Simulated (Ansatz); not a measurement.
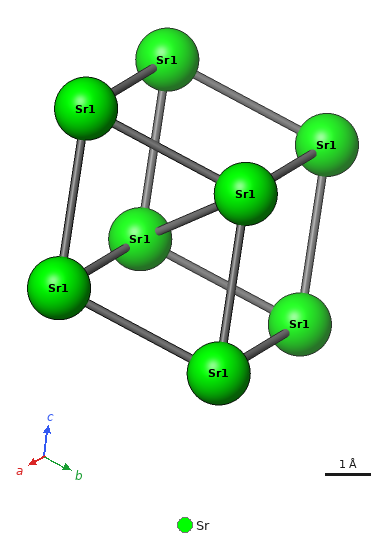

Fig. 1: The input geometry (ball-and-stick view of the cell of the calculation, seen slightly off an axis; atoms are numbered from 1 in the order of the input). Near neighbours in the crystal (not all of them lie inside the picture): Sr has 8 Sr at 4.12 Å.

**Geometry relaxation of Sr**

System: Sr (Im-3m, 1 atom in the cell).
Method: DFT, PBE, all-electron LAPW, Dirac equation with spin-orbit coupling (Ansatz 0.2.0).

It belongs to a series of runs on one base structure; here: bcc relaxed, LAPW. Figures and captions count atoms from 1; the log counts them from 0 in places.

Input file:
```yaml
crystal:
  lattice:
    - [-2.3788912541, 2.3788912541, 2.3788912541]
    - [2.3788912541, -2.3788912541, 2.3788912541]
    - [2.3788912541, 2.3788912541, -2.3788912541]
  atoms:
    - { symbol: Sr, position: [0.0, 0.0, 0.0] }
kpoints:
  mp_grid: { grid: [12, 12, 12] }
scf:
  occupations: { method: fermi_dirac, width: 0.05 }
hamiltonian:
  xc: pbe
  pseudopotentials: { kind: all_electron, lapw: { basis_error: 0.0005 } }
output:
  forces: true
  stress: true
  eigenvalues: true
  populations: true
relax:
  f_tol: 0.005
  max_steps: 25
  cell: {}
magnetization:
  noncollinear: true
  spin_orbit: true
```

Run on 2 threads of Arm Neoverse V2, 24 GiB of memory available, shared host.

Launched with:
```bash
ansatz run input.yaml --threads 2 --pin off --max-ram 5120MiB --backend cpu --events-out ev --progress --plain --runs-dir out
```

What the program printed:
```
The last accepted step is kept in [file] (removed where the run ends without a failure and the disk answers)
Sr: projections on atomic orbitals take those of the free atom 1s2 2s2 2p6 3s2 3p6 3d10 4s2 4p6 5s2, of charge +0.00 (hamiltonian.pseudopotentials.projection_atoms)
LAPW: plane waves up to 4.929 Å⁻¹, error target 5.0e-4 eV per atom; Dirac's equation on spinors; Sr in spheres of 1.998 Å, 20 of its electrons in bands (how accurate: hamiltonian.pseudopotentials.lapw.basis_error, Limitations)
Engine: ansatz 0.2.0, aarch64-unknown-linux-gnu
Pseudopotentials: kind: all_electron
Pseudopotential: Sr, LAPW, valence charge 20, lapw/all_electron/dirac/gaussian/Sr, Dirac's equation, gaussian nucleus
Functional definition: PBE
  parameter kappa = 0.804
  parameter beta = 0.06672455060314922
  exchange = pbe_x(kappa = kappa, mu = beta*pi^2/3)
  correlation = pbe_c(beta = beta)
non-collinear run that drives no moment, with spin-orbit: no starting moment large enough to seed its density (crystal.atoms[].spin), no starting occupations that ask for one, no magnetisation constraint and no magnetic field, so the semilocal B_xc is pinned to zero
Crystal: 1 atoms, lattice volume = 53.850 Å³
Basis set: ecut = 92.56808321520248 eV, 87 PW (Γ), exchange–correlation at level 2
Bands: 28, of which v1, the nominal top of the filled ones, is band 20 counted from 1 (19 counted from 0)
Symmetry: 48 space group operations + 48 with time reversal
Magnetic group: BNS 229.141 (UNI 1643), of the structure as read, at distance tolerance 3.8e-5 Å
k-points: 72 of 1728
Non-local potential: Sr, projectors of the file, none
Initial density: superposition of atomic densities (chi_scale 0.1, normalization cell)
Initial wavefunctions: plane waves of lowest kinetic energy (no species holds an atomic orbital)
Functional: x = pbe(κ = 0.804, μ = 0.2195149727645171), c = pbe(β = 0.06672455060314922)
iter 1 solved again at ethr=4.26e-5 eV; its pass at ethr=1.00e-1 eV (dr2=8.52e-3 eV) is discarded
SCF iter   1: F=—  HF=-86527.418962 eV  |F-HF|=—  |Δ(HF+E_count)|=         —  Δρ=3.04e-3  dr2=8.53e-3  dr2_m=0.00e0 (ungated)  ethr=4.26e-5  |M|=0.00e0 ∫|m|=0.00e0 μB  β_m=0.30  ⟨swp⟩=3.6  Hψ=13110  notcnv=0
preconditioner: auto → Kerker (q_TF=auto, 2.313 Å⁻¹)  [metal: Δε(μ)=0.007 eV  Ē_g=3.548 eV  σ=0.050 eV  W_gap=0.03  n_scr=12 (ndim 8)  ℏωp=7.2 eV  f_vac=0.000  D(μ)=1.24/eV (n_scr^D=12)]
spin=Noncollinear: Kerker preconditioning applied to the charge; magnetization (m_x, m_y, m_z) channels mix plain (no charge-response kernel on spin).
SCF iter   2: F=—  HF=-86527.422371 eV  |F-HF|=—  |Δ(HF+E_count)|=   3.41e-3  Δρ=2.63e-3  dr2=6.61e-3  dr2_m=0.00e0 (ungated)  ethr=4.26e-5  |M|=0.00e0 ∫|m|=0.00e0 μB  β_m=0.60  ⟨swp⟩=2.0  Hψ=6128  notcnv=0
SCF iter   3: F=—  HF=-86527.427582 eV  |F-HF|=—  |Δ(HF+E_count)|=   5.21e-3  Δρ=9.23e-4  dr2=1.03e-3  dr2_m=0.00e0 (ungated)  ethr=3.30e-5  |M|=0.00e0 ∫|m|=0.00e0 μB  β_m=0.82  ⟨swp⟩=2.0  Hψ=6130  notcnv=0
iter 4 solved again at ethr=2.94e-7 eV; its pass at ethr=5.16e-6 eV (dr2=5.89e-5 eV) is discarded
SCF iter   4: F=—  HF=-86527.427817 eV  |F-HF|=—  |Δ(HF+E_count)|=   2.35e-4  Δρ=2.12e-4  dr2=5.89e-5  dr2_m=0.00e0 (ungated)  ethr=2.94e-7  |M|=0.00e0 ∫|m|=0.00e0 μB  β_m=0.81  ⟨swp⟩=2.0  Hψ=10098  notcnv=0
SCF iter   5: F=—  HF=-86527.427812 eV  |F-HF|=—  |Δ(HF+E_count)|=   5.47e-6  Δρ=1.01e-4  dr2=9.17e-6  dr2_m=0.00e0 (ungated)  ethr=2.94e-7  |M|=0.00e0 ∫|m|=0.00e0 μB  β_m=0.87  ⟨swp⟩=2.0  Hψ=6124  notcnv=0
SCF iter   6: F=—  HF=-86527.427812 eV  |F-HF|=—  |Δ(HF+E_count)|=   1.38e-7  Δρ=5.30e-5  dr2=2.35e-6  dr2_m=0.00e0 (ungated)  ethr=4.58e-8  |M|=0.00e0 ∫|m|=0.00e0 μB  β_m=0.91  ⟨swp⟩=2.0  Hψ=6124  notcnv=0
SCF iter   7: F=—  HF=-86527.427812 eV  |F-HF|=—  |Δ(HF+E_count)|=   1.60e-7  Δρ=1.21e-5  dr2=1.13e-7  dr2_m=0.00e0 (ungated)  ethr=1.17e-8  |M|=0.00e0 ∫|m|=0.00e0 μB  β_m=0.84  ⟨swp⟩=2.0  Hψ=6124  notcnv=0
SCF iter   8: F=-86527.427812 eV  HF=-86527.427812 eV  |F-HF|=1.17e-8  |Δ(HF+E_count)|=   1.03e-8  Δρ=4.22e-6  dr2=7.93e-9  dr2_m=0.00e0 (ungated)  ethr=5.65e-10  |M|=0.00e0 ∫|m|=0.00e0 μB  ⟨swp⟩=3.0  Hψ=6344  notcnv=0
SCF 1 converged in 8 iterations: F = -86527.427812 eV  dr2 = 7.93e-9
relax step   1: F+E_penalty+E_count = -86527.42781187 eV  Δ(F+E_penalty+E_count) = +0.000e0 eV  max|allowed force component| = 0.000e0 eV/Å  Δτ_max = 0.0000 Å  P = +0.005 GPa  Ω = 53.850 Å³  (8 SCF iters, accepted)
Initial density: handed on by an earlier stage of this run
Initial wavefunctions: those handed on with the density
iter 1 solved again at ethr=3.82e-11 eV; its pass at ethr=1.00e-1 eV (dr2=7.64e-9 eV) is discarded
SCF iter   1: F=—  HF=-86527.427812 eV  |F-HF|=—  |Δ(HF+E_count)|=         —  Δρ=3.93e-6  dr2=7.86e-9  dr2_m=0.00e0 (ungated)  ethr=3.82e-11  |M|=0.00e0 ∫|m|=0.00e0 μB  β_m=0.30  ⟨swp⟩=5.9  Hψ=11013  notcnv=0  reapply=3
preconditioner: auto → Kerker (q_TF=auto, 2.313 Å⁻¹)  [metal: Δε(μ)=0.007 eV  Ē_g=3.549 eV  σ=0.050 eV  W_gap=0.04  n_scr=12 (ndim 8)  ℏωp=7.2 eV  f_vac=0.000  D(μ)=1.26/eV (n_scr^D=12)]
spin=Noncollinear: Kerker preconditioning applied to the charge; magnetization (m_x, m_y, m_z) channels mix plain (no charge-response kernel on spin).
SCF iter   2: F=-86527.427812 eV  HF=-86527.427812 eV  |F-HF|=7.87e-9  |Δ(HF+E_count)|=   4.51e-9  Δρ=3.22e-6  dr2=5.45e-9  dr2_m=0.00e0 (ungated)  ethr=3.82e-11  |M|=0.00e0 ∫|m|=0.00e0 μB  ⟨swp⟩=2.0  Hψ=6124  notcnv=0
SCF 2 converged in 2 iterations: F = -86527.427812 eV  dr2 = 5.45e-9
relax step   2: F+E_penalty+E_count = -86527.42781187 eV  Δ(F+E_penalty+E_count) = -6.839e-10 eV  max|allowed force component| = 0.000e0 eV/Å  Δτ_max = 0.0000 Å  P = +0.005 GPa  Ω = 53.850 Å³  stress off target by 4.73e-3 GPa  SCF on the basis re-selected at this cell (its energy is not comparable with the rows above)  (2 SCF iters)
```

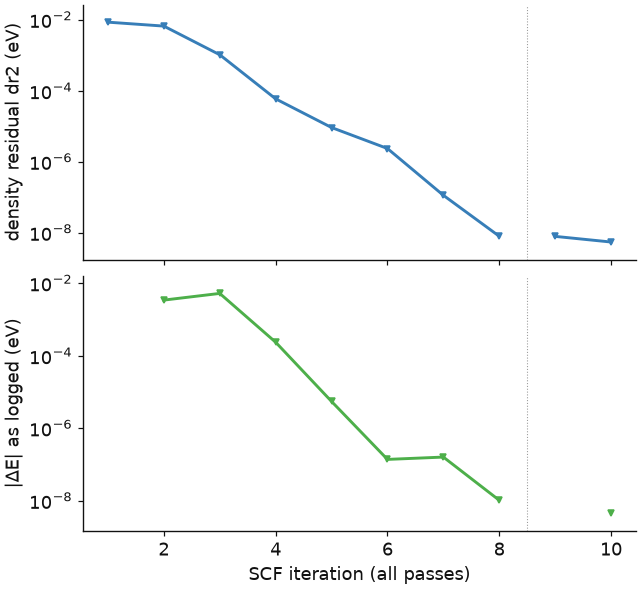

Fig. 2: Convergence of the self-consistent field: density residual dr2 and size of the energy change against the SCF iteration. The dotted lines part the SCF passes of the relaxation: geometry steps, rejected trials and re-solves on a re-selected basis. The passes take 8 and 2 iterations.

```
basis re-selected at this cell: Δ(F+E_penalty+E_count) = -6.839e-10 eV, ΔP = +0.000 GPa vs the last step (what re-selecting the basis moved, after the strain that the cell walked since its last selection, with what the two solves' SCF thresholds leave and, on support functions, any second-order correction that the steps lacked; it is no measure of the basis error at this ecutwfc). This SCF's stress stands 4.73e-3 GPa from its target on what of the cell is left free (relax.cell.stress_tol is 5.00e-2 GPa) and its largest allowed force component is 0.00e0 eV/Å (relax.f_tol is 5.00e-3 eV/Å): within both
SCF converged after 2 iterations
Magnetization: |M| = 0.0000 μB,  M = (+0.0000, +0.0000, +0.0000) μB
Absolute magnetization: 0.0000 μB (∫|m|)
  site 0: m = (+0.0000, +0.0000, +0.0000) μB, |m| = 0.0000 μB  (R = 2.00 Å)
Free energy (F): -86527.427812 eV
Harris-Foulkes:  -86527.427812 eV  (|F-HF|=7.87e-9)
Internal energy: -86527.417324 eV  (E = F + TS)
E sigma→0 (E₀):  -86527.422568 eV
Entropy (-TS):   -0.010488 eV (-10.488 meV/atom)
Fermi energy:    6.140117 eV
--- Per-component energies (eV) ---
  E_band       = -1299.141694
  E_kinetic    = 89128.336351
  E_xc         = -2862.419464
  E_electrostatic = -172793.334211  (all electrons and nuclei)
  E_smearing   = -0.010488  (= −TS)
  E_closure    = 0.000000  (closes the sum)
  E_atoms      = -86525.815146  (free atoms, spherical and without spin; not in F)
  Σ components = -86527.427812   (vs F -86527.427812, Δ=0.00e0)
  Basis errors (estimates in eV, not in F): energy 1.5e-4 per atom: plane waves 1.5e-4 (8.1e-5 summed), levels above the bands 1.2e-33, relativity 5.4e-8, radial functions 4.4e-6, core shells 9.4e-9; eigenvalues (radial functions only) 3.0e-7; not estimated: angular momenta, meshes, grids; target (lapw.basis_error) 5.0e-4; muffin-tin radii Sr 1.998 Å
--- Forces (eV/Å), atoms counted from 1 ---
  atom   1  Sr     0.00000000     0.00000000     0.00000000
  max |Σ_I F_I| component: 3.51e-25 eV/Å
--- Stress (GPa, compression-positive) ---
        0.004729       0.000000       0.000000
        0.000000       0.004729      -0.000000
        0.000000      -0.000000       0.004729
  P = ⅓ Tr σ = 0.0047 GPa (0.047 kbar)
--- Band table (eV; the first three rows and the last of 72) ---
  k-point 0: bands = ["-118.4750", "-118.4750", "-118.4750", "-118.4750", "-116.6457", "-116.6457", "-116.6448", "-116.6448", "-116.6448", "-116.6448", "-30.4013", "-30.4013", "-13.0848", "-13.0848", "-11.9195", "-11.9195", "-11.9195", "-11.9195", "2.4609", "2.4609", "8.5314", "8.5314", "8.5314", "8.5314", "8.5667", "8.5667", "9.8900", "9.8900"]
  k-point 1: bands = ["-118.4750", "-118.4750", "-118.4750", "-118.4750", "-116.6457", "-116.6457", "-116.6448", "-116.6448", "-116.6448", "-116.6448", "-30.4002", "-30.4002", "-13.0905", "-13.0905", "-11.9312", "-11.9312", "-11.9219", "-11.9219", "2.5816", "2.5816", "8.4311", "8.4311", "8.4661", "8.4661", "8.6612", "8.6612", "9.7279", "9.7279"]
  k-point 2: bands = ["-118.4750", "-118.4750", "-118.4750", "-118.4750", "-116.6457", "-116.6457", "-116.6448", "-116.6448", "-116.6448", "-116.6448", "-30.3971", "-30.3971", "-13.1064", "-13.1064", "-11.9624", "-11.9624", "-11.9281", "-11.9281", "2.9316", "2.9316", "8.1319", "8.1319", "8.1677", "8.1677", "9.0046", "9.0046", "9.5722", "9.5722"]
  k-point 71: bands = ["-118.4750", "-118.4750", "-118.4750", "-118.4750", "-116.6457", "-116.6457", "-116.6448", "-116.6448", "-116.6448", "-116.6448", "-30.3715", "-30.3715", "-13.2196", "-13.2196", "-12.0816", "-12.0816", "-12.0816", "-12.0816", "5.9739", "5.9739", "5.9739", "5.9739", "9.6601", "9.6601", "9.8764", "9.8764", "9.8764", "9.8764"]
--- Relaxed structure (1 steps of the walk, 1 accepted, 1 SCFs on fresh bases) ---
  F+E_penalty+E_count = -86527.42781187 eV   max|allowed force component| = 0.000e0 eV/Å   (the final SCF, on the basis selected at the relaxed cell)
  cell:  # Å, volume = 53.8498 Å³
    - [-2.3788912541, 2.3788912541, 2.3788912541]
    - [2.3788912541, -2.3788912541, 2.3788912541]
    - [2.3788912541, 2.3788912541, -2.3788912541]
  atoms:
    - { symbol: Sr, position: [0.0, 0.0, 0.0] }
--- Löwdin populations: 1 site ---
  site symbol       q [e]
     0     Sr     37.5231
  spilling = 0.012551 (of n_electrons = 38.000000)
```

File populations.tsv:
```
# site	symbol	l	j	q
# orbitals = lowdin
# n_electrons = 38.000000
# spilling = 0.012551
# projection_atom_Sr: 1s2 2s2 2p6 3s2 3p6 3d10 4s2 4p6 5s2
0	Sr	0_1S	0.5	2.000000
0	Sr	0_2S	0.5	1.999991
0	Sr	0_3S	0.5	1.999828
0	Sr	0_4S	0.5	1.996116
0	Sr	0_5S	0.5	1.532176
0	Sr	1_2P	0.5	1.999329
0	Sr	1_2P	1.5	3.999941
0	Sr	1_3P	0.5	1.999305
0	Sr	1_3P	1.5	3.999718
0	Sr	1_4P	0.5	1.998895
0	Sr	1_4P	1.5	3.997911
0	Sr	2_3D	1.5	3.999908
0	Sr	2_3D	2.5	5.999949
```

Trajectory as extended XYZ (Å, eV, eV/Å), 2 frames, from step=1 to step=2:
```
1
Lattice="-2.3789 2.3789 2.3789 2.3789 -2.3789 2.3789 2.3789 2.3789 -2.3789" Properties=species:S:1:pos:R:3:forces:R:3 step=1 energy=-86527.42781 pressure_GPa=0.00
Sr    0.0000    0.0000    0.0000    0.0000   0.0000   0.0000
1
Lattice="-2.3789 2.3789 2.3789 2.3789 -2.3789 2.3789 2.3789 2.3789 -2.3789" Properties=species:S:1:pos:R:3:forces:R:3 step=2 energy=-86527.42781 pressure_GPa=0.00
Sr    0.0000    0.0000    0.0000    0.0000   0.0000   0.0000
```

Summary:

```csv
quantity,value
outcome,converged
space group (tolerance 0.01 Å),Im-3m (229)
electrons in bands (core shells apart),20
free energy,−86527.4278 eV
Fermi energy,6.140 eV
net moment of the cell,0.00 μB
integrated absolute moment,0.00 μB
pressure,0.00 GPa
final volume,53.85 Å³
largest force (length of the vector) at the end,under 0.001 eV/Å
final cell,"a = 4.120 Å, b = 4.120 Å, c = 4.120 Å, α = 109.47°, β = 109.47°, γ = 109.47°"
wall time,25 s (CPU time 48 s)
peak memory,0.36 GiB
```
